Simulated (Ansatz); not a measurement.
**Ge: band-structure calculation**

System: Ge (2 atoms in the cell).
Method: DFT, PBE, plane waves, PAW, no spin polarisation (Ansatz 0.2.0).

The structure was built on a prototype by a generator. The geometry comes from this level: r2SCAN. Figures and captions count atoms from 1; the log counts them from 0 in places.

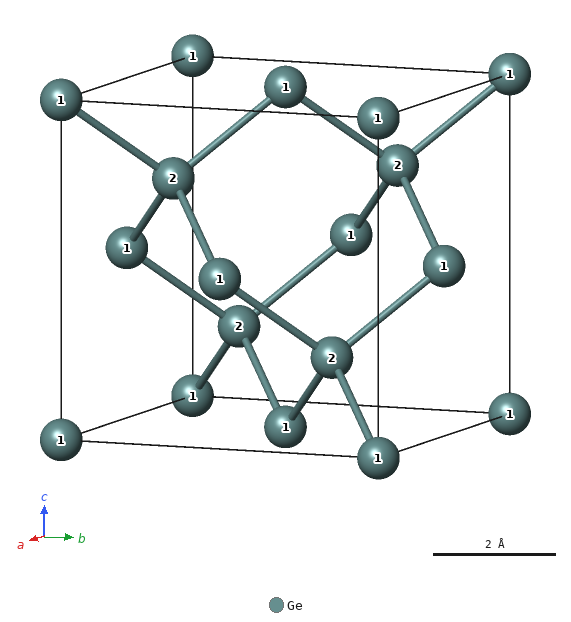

The structure as given in the input (ball-and-stick view of the cell 4 times as large as that of the calculation, set on its symmetry axes, seen slightly off an axis; atoms are numbered from 1 in the order of the input).

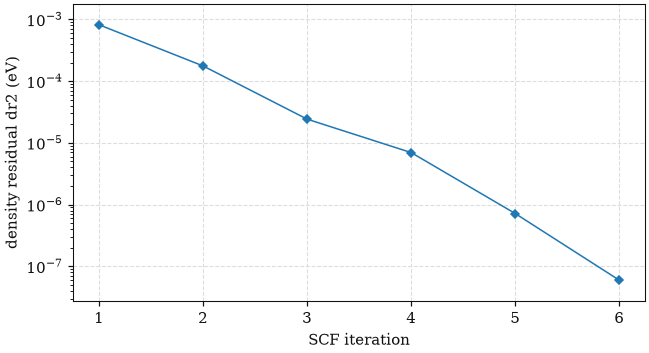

Convergence of the self-consistent field: density residual dr2 against the SCF iteration. The residual falls at every step.

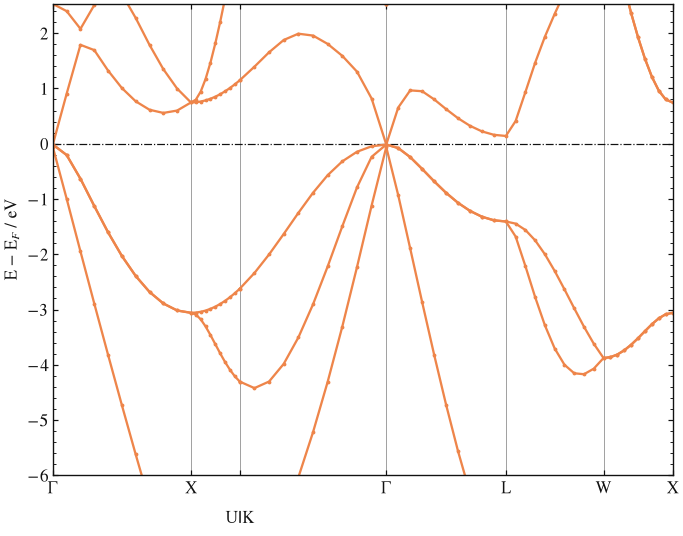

Band structure along Γ–X–U|K–Γ–L–W–X, with energies from the Fermi level.

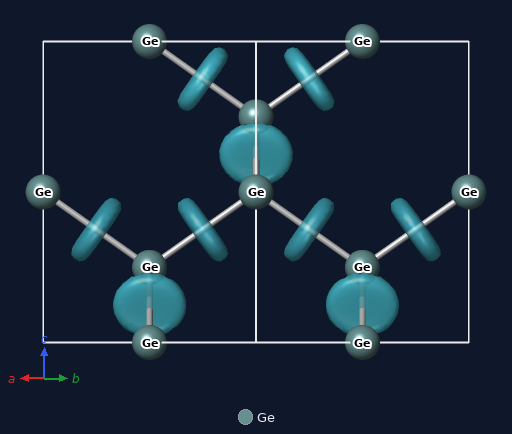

Isosurface of the electron localisation function at 0.65 (cyan), seen along [110]. Only the valence region is drawn (cores and ρ < 0.01 e/Å³ removed). Sticks mark near contacts. The outline is the cell set on symmetry axes. Profiles from the grid: Ge–Ge (2.46 Å): the ELF peaks at about 0.75 between the atoms, which marks a shared electron pair. The fields are those of the smooth PAW valence density.

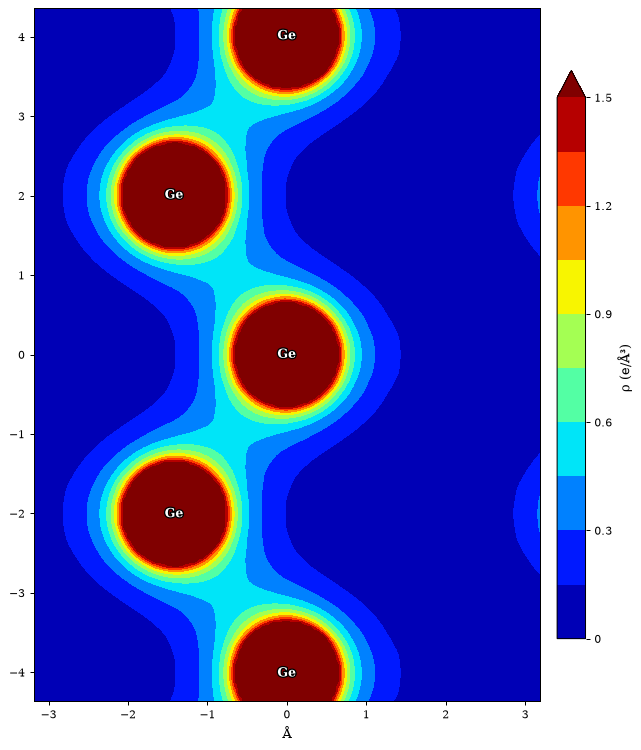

Valence electron density on the (110) plane of the conventional cell. The section cuts through Ge sites. Ge–Ge (2.46 Å): the density is about 0.5 e/Å³ at the midpoint. Away from the nuclei the density in this plane falls to 0.02 e/Å³ at its lowest.

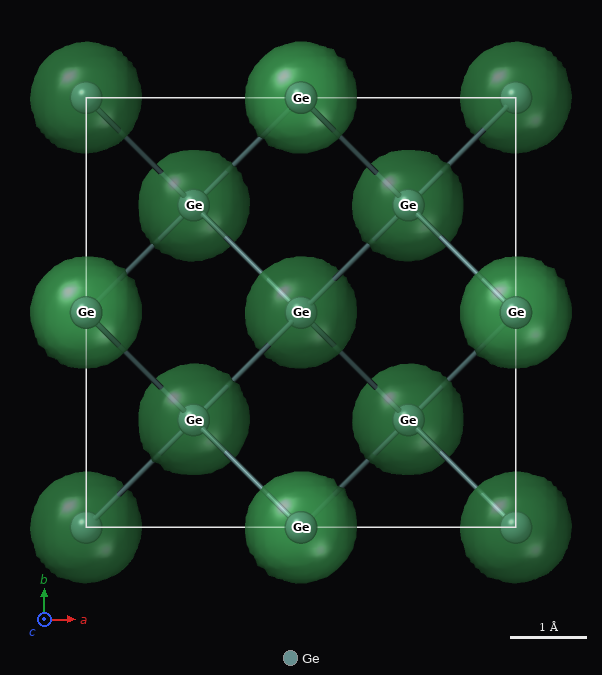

Isosurface of the valence electron density at 1 e/Å³ (green), seen along the c axis. Sticks mark near contacts. The outline is the cell set on symmetry axes. At this value the density breaks into separate islands; it holds about 70 % of the electrons treated as valence (semicore included). It is pinched off along the Ge–Ge (2.46 Å) contacts. On the grid the lowest density along these lines, outside the cores, is 0.5 e/Å³ (Ge–Ge, 2.46 Å).

These pictures come from the run below.

## Input file
```yaml
crystal:
  lattice:
    - [0.0, 2.8368735119, 2.8368735119]
    - [2.8368735119, 0.0, 2.8368735119]
    - [2.8368735119, 2.8368735119, 0.0]
  atoms:
    - { symbol: Ge, position: [0.0, 0.0, 0.0] }
    - { symbol: Ge, position: [0.25, 0.25, 0.25] }
kpoints:
  mp_grid: { grid: [8, 8, 8] }
  band_path:
    path:
      - [[0.0, 0.0, 0.0], [0.5, -1.975734629219e-34, 0.5], [0.625, 0.25, 0.625]]
      - [[0.375, 0.375, 0.75], [0.0, 0.0, 0.0], [0.5, 0.5, 0.5], [0.5, 0.25, 0.75], [0.5, -1.975734629219e-34, 0.5]]
    npoints: 10
hamiltonian:
  xc: pbe
scf:
  occupations: { method: fermi_dirac, width: 0.02 }
  n_extra_bands: 4
output:
  forces: true
  stress: true
  eigenvalues: true
  write_density: true
  write_potential: true
  elf: true
  volumetric_format: npy
```

Launched with:
```bash
ansatz run input.yaml --threads 4 --pin off --max-ram 7372MiB --backend cpu --events-out ev --progress --plain --runs-dir out
```

## Log
```
scf.n_extra_bands = 4 over 14 filled bands (N_el = 28.0): the run solves 18 bands
Engine: ansatz 0.2.0, aarch64-unknown-linux-gnu
Pseudopotentials: kind: paw
Pseudopotential: Ge, paw, valence charge 14, recommended cutoff 420 eV (normal), Ge.paw.azcp
Functional definition: PBE
  parameter kappa = 0.804
  parameter beta = 0.06672455060314922
  exchange = pbe_x(kappa = kappa, mu = beta*pi^2/3)
  correlation = pbe_c(beta = beta)
Crystal: 2 atoms, lattice volume = 45.661 Å³
Basis set: ecut = 420 eV, 893 PW (Γ), exchange–correlation on 54×54×54 points (8 copies of the dense FFT grid, shifted against one another)
Bands: 18, of which v1, the nominal top of the filled ones, is band 14 counted from 1 (13 counted from 0)
Symmetry: 48 space group operations
Space group: Fd-3m (ITA 227), of the structure as read, at distance tolerance 3.6e-5 Å
k-points: 29 of 512
Non-local potential: Ge, projectors of the file, l = 0: 2, l = 1: 2, l = 2: 3, l = 3: 1
PAW form: soft (Blöchl's): semilocal exchange-correlation on the pseudo side does not see the compensation charge
PAW one-centre angular grid: Ge, 590 points (default); XC on 64 Gauss nodes
Initial density: superposition of atomic densities (neutral atoms: chi_scale 0, normalization atom), corrected by the library's trained network
Initial wavefunctions: pseudopotential atomic-orbital guess
Functional: x = pbe(κ = 0.804, μ = 0.2195149727645171), c = pbe(β = 0.06672455060314922)
SCF iter   1: F=—  HF=-8589.938051 eV  |F-HF|=—  |Δ(HF+E_count)|=         —  Δρ=1.33e-3  dr2=8.17e-4  ethr=1.77e-3  ⟨swp⟩=6.0  Hψ=2443  notcnv=0
preconditioner: auto → none  [insulator: Δε(μ)=0.156 eV  Ē_g=23.418 eV  σ=0.020 eV  W_gap=0.68  n_scr=14 (ndim 8)  ℏωp=29.1 eV  f_vac=0.082  D(μ)=0.14/eV (n_scr^D=0)  ε∞_Penn≈2.5]
SCF iter   2: F=—  HF=-8589.937791 eV  |F-HF|=—  |Δ(HF+E_count)|=   2.59e-4  Δρ=8.12e-4  dr2=1.76e-4  ethr=2.92e-6  ⟨swp⟩=2.0  Hψ=1230  notcnv=0
SCF iter   3: F=—  HF=-8589.937783 eV  |F-HF|=—  |Δ(HF+E_count)|=   7.91e-6  Δρ=2.83e-4  dr2=2.42e-5  ethr=6.29e-7  ⟨swp⟩=2.0  Hψ=929  notcnv=0
SCF iter   4: F=—  HF=-8589.937809 eV  |F-HF|=—  |Δ(HF+E_count)|=   2.53e-5  Δρ=1.27e-4  dr2=6.96e-6  ethr=8.65e-8  ⟨swp⟩=2.0  Hψ=611  notcnv=0
SCF iter   5: F=—  HF=-8589.937817 eV  |F-HF|=—  |Δ(HF+E_count)|=   7.85e-6  Δρ=4.45e-5  dr2=7.17e-7  ethr=2.49e-8  ⟨swp⟩=2.0  Hψ=640  notcnv=0
SCF iter   6: F=-8589.937816 eV  HF=-8589.937817 eV  |F-HF|=1.11e-7  |Δ(HF+E_count)|=   1.59e-8  Δρ=1.58e-5  dr2=5.97e-8  ethr=3.57e-10  ⟨swp⟩=5.8  Hψ=3248  notcnv=0
SCF 1 converged in 6 iterations: F = -8589.937816 eV  dr2 = 5.97e-8
  greatest PAW one-centre occupation: 0.998 electrons in one spin orbital (limit 2), on the Ge atom at site 1 (counted from 0), in its partial waves of l = 2
NSCF: frozen V_eff on 62 k-points
SCF converged after 6 iterations
Free energy (F): -8589.937816 eV
Harris-Foulkes:  -8589.937817 eV  (|F-HF|=1.11e-7)
Internal energy: -8589.937653 eV  (E = F + TS)
E sigma→0 (E₀):  -8589.937735 eV
Entropy (-TS):   -0.000163 eV (-0.082 meV/atom)
Fermi energy:    8.482363 eV
--- Per-component energies (eV) ---
  E_band       = -300.977750
  E_kinetic    = 223.009686
  E_local      = -4953.152866  (includes V_loc(G=0)·N_el)
  E_nonlocal   = 837.109753
  E_hartree    = 2173.643236
  E_xc         = -151.187448
  E_vxc        = -129.283903  (∫ρ·V_xc dr)
  E_paw        = -4039.769297  (= ΣΔE_a)
  E_vpaw       = -625.933774  (= ΣTr[D̂ρ^β])
  E_aug_tail   = 0.000816  (compensation charges beyond the density's cutoff)
  E_ewald      = -2679.591534
  E_smearing   = -0.000163  (= −TS)
  E_closure    = 0.000000  (closes the sum)
  Σ components = -8589.937816   (vs F -8589.937816, Δ=0.00e0)
--- Forces (eV/Å), atoms counted from 1 ---
  atom   1  Ge     0.00000000     0.00000000     0.00000000
  atom   2  Ge     0.00000000    -0.00000000    -0.00000000
  max |Σ_I F_I| component: 1.27e-17 eV/Å
--- Stress (GPa, compression-positive) ---
        3.034123       0.000000      -0.000000
       -0.000000       3.034123       0.000000
        0.000000       0.000000       3.034123
  P = ⅓ Tr σ = 3.0341 GPa (30.341 kbar)
--- Band table (eV; the first three rows and the last of 29) ---
  k-point 0: bands = ["-16.3219", "-16.3219", "-16.3219", "-16.2870", "-16.2870", "-16.0798", "-16.0798", "-16.0798", "-16.0677", "-16.0677", "-4.2423", "8.4204", "8.4673", "8.4673", "8.4673", "11.0122", "11.0122", "11.0122"]
  k-point 1: bands = ["-16.3299", "-16.3299", "-16.3195", "-16.2758", "-16.2758", "-16.0919", "-16.0919", "-16.0827", "-16.0573", "-16.0573", "-4.0535", "6.1005", "8.1359", "8.1359", "9.4665", "11.4560", "11.4560", "11.9272"]
  k-point 2: bands = ["-16.3398", "-16.3398", "-16.3134", "-16.2590", "-16.2590", "-16.1056", "-16.1056", "-16.0898", "-16.0471", "-16.0471", "-3.5060", "3.7612", "7.5933", "7.5933", "9.1086", "12.0844", "12.0844", "14.0511"]
  k-point 28: bands = ["-16.3687", "-16.3687", "-16.2298", "-16.2298", "-16.1822", "-16.1822", "-16.1507", "-16.1507", "-16.0147", "-16.0147", "-0.2921", "-0.2921", "4.6042", "4.6042", "12.7541", "12.7541", "13.1758", "13.1758"]
```

## File rho_z.tsv
```
# z_ang	rho[e/angstrom^3]
# format = ansatz-planar-average/11
# lattice	0.000000000	2.836873512	2.836873512
# lattice	2.836873512	0.000000000	2.836873512
# lattice	2.836873512	2.836873512	0.000000000
# sites	2
# site	32	0.000000000	0.000000000	0.000000000
# site	32	1.418436756	1.418436756	1.418436756
0.000000	1.463243e0
0.148591	1.331786e0
0.297181	1.023706e0
0.445772	8.141133e-1
0.594362	8.463890e-1
0.742953	1.101075e0
0.891543	1.391994e0
1.040134	1.443068e0
1.188724	1.168341e0
1.337315	7.661466e-1
1.485906	4.547782e-1
1.634496	2.814174e-1
1.783087	1.956073e-1
1.931677	1.512201e-1
2.080268	1.260531e-1
2.228858	1.117777e-1
2.377449	1.041385e-1
2.526039	1.019222e-1
2.674630	1.055587e-1
2.823221	1.145917e-1
2.971811	1.311168e-1
3.120402	1.599817e-1
3.268992	2.118286e-1
3.417583	3.142098e-1
3.566173	5.187361e-1
3.714764	8.641078e-1
3.863354	1.259720e0
```

## File v_z.tsv
```
# z_ang	v_es[eV]	v_tot[eV]
# format = ansatz-planar-average/11
# xc	pbe
# density_cutoff_ev	1680
# datasets	Ge=:simpson_from_first_knot:soft
# lattice	0.000000000	2.836873512	2.836873512
# lattice	2.836873512	0.000000000	2.836873512
# lattice	2.836873512	2.836873512	0.000000000
# sites	2
# site	32	0.000000000	0.000000000	0.000000000
# site	32	1.418436756	1.418436756	1.418436756
0.000000	5.597890e-1	-1.054348e1
0.148591	-3.480827e-1	-1.175479e1
0.297181	-9.661835e-1	-1.259141e1
0.445772	-1.242300e0	-1.299013e1
0.594362	-1.203938e0	-1.293293e1
0.742953	-8.439516e-1	-1.242193e1
0.891543	-1.431317e-1	-1.148289e1
1.040134	8.133347e-1	-1.019773e1
1.188724	1.856323e0	-8.719262e0
1.337315	2.931729e0	-7.119410e0
1.485906	4.091764e0	-5.354590e0
1.634496	5.332099e0	-3.458055e0
1.783087	6.632733e0	-1.542733e0
1.931677	7.929735e0	2.582288e-1
2.080268	9.049567e0	1.764021e0
2.228858	9.806195e0	2.788924e0
2.377449	1.019608e1	3.330950e0
2.526039	1.029826e1	3.474409e0
2.674630	1.012754e1	3.234891e0
2.823221	9.654852e0	2.581634e0
2.971811	8.798434e0	1.427305e0
3.120402	7.613550e0	-1.726685e-1
3.268992	6.303673e0	-2.016424e0
3.417583	5.015670e0	-3.938816e0
3.566173	3.793152e0	-5.811596e0
3.714764	2.656526e0	-7.533221e0
3.863354	1.593846e0	-9.099873e0
```

## Summary

| quantity | value |
| --- | --- |
| outcome | converged |
| space group (tolerance 0.01 Å) | Fd-3m (227) |
| electrons treated | 28 |
| free energy | −8589.9378 eV |
| Fermi energy | 8.482 eV |
| band gap | none (metallic) |
| pressure | 3.03 GPa |
| largest force (length of the vector) | under 0.001 eV/Å |
| hardware | 4 threads of Arm Neoverse V1, 24 GiB of memory available, shared host |
| wall time | 1.1 s (CPU time 2.6 s) |
| peak memory | 0.31 GiB |
